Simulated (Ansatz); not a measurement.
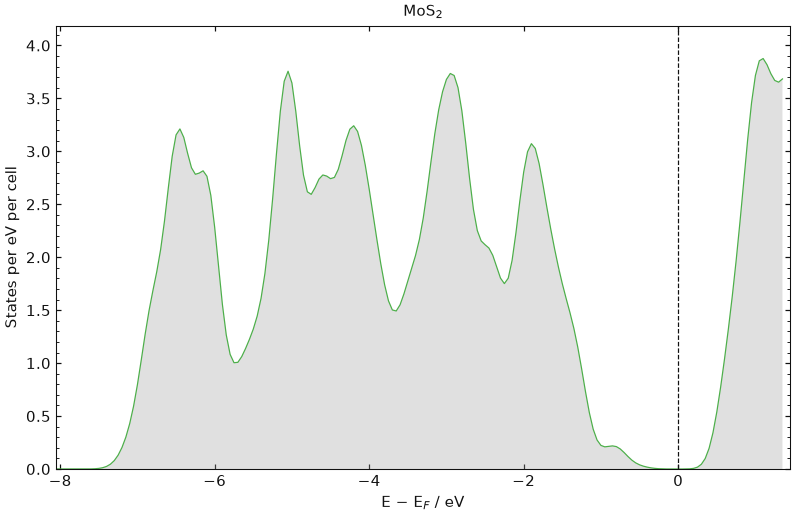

Density of states. Energies are counted from the Fermi level. The curve is built from the levels of the k mesh with Gaussians 0.3 eV wide, which also blur the band edges.

Input of the run:

```
crystal:
  lattice:
    - [1.5656837043, 0.878652302, 6.1939280997]
    - [-1.6094969793, 0.9545391204, 6.1939280997]
    - [0.043813275, -1.8331914224, 6.1939280997]
  atoms:
    - { symbol: Mo, position: [0.0032509934, -0.0026961645, -0.0002613778] }
    - { symbol: S, position: [0.2484842631, 0.2509532006, 0.2499766788] }
    - { symbol: S, position: [0.4152647435, 0.4187429639, 0.4172846991] }
kpoints:
  mp_grid: { grid: [10, 10, 10] }
  band_path:
    path:
      - [0.0, 0.0, 0.0]
      - [-0.5, -0.5, -0.5]
      - [-0.5, -0.1812659677, -0.8187340323]
      - [-0.1812659677, 0.1812659677, -0.5]
      - [0.0, 0.0, -0.5]
      - [0.0, 0.3406329838, -0.3406329838]
      - [-0.3406329838, 0.0, -0.6593670162]
      - [-0.5, 0.0, -0.5]
      - [-0.1631393709, 0.1631393709, -0.5]
      - [0.184896, 0.0, -0.177083]
    npoints: 1
hamiltonian:
  xc: pbe
scf:
  occupations: { method: fermi_dirac, width: 0.02 }
  n_extra_bands: 4
output:
  forces: true
  stress: true
  eigenvalues: true
```

Run as:
```bash
ansatz run input.yaml --threads 4 --pin off --max-ram 4608MiB --backend cpu --events-out ev --progress --plain --runs-dir out
```

Question: Is there a gap at the Fermi level, and how wide?

Answer: There is a gap; over the k points computed it is 0.97 eV (indirect; the smallest direct gap is 1.68 eV).

Question: How wide is the upper valence band?

Answer: The upper group of valence states starts about 6.8 eV under the valence-band top (which lies at −0.5 eV on this axis), with a gap beneath it; it holds about 14 electrons a cell.
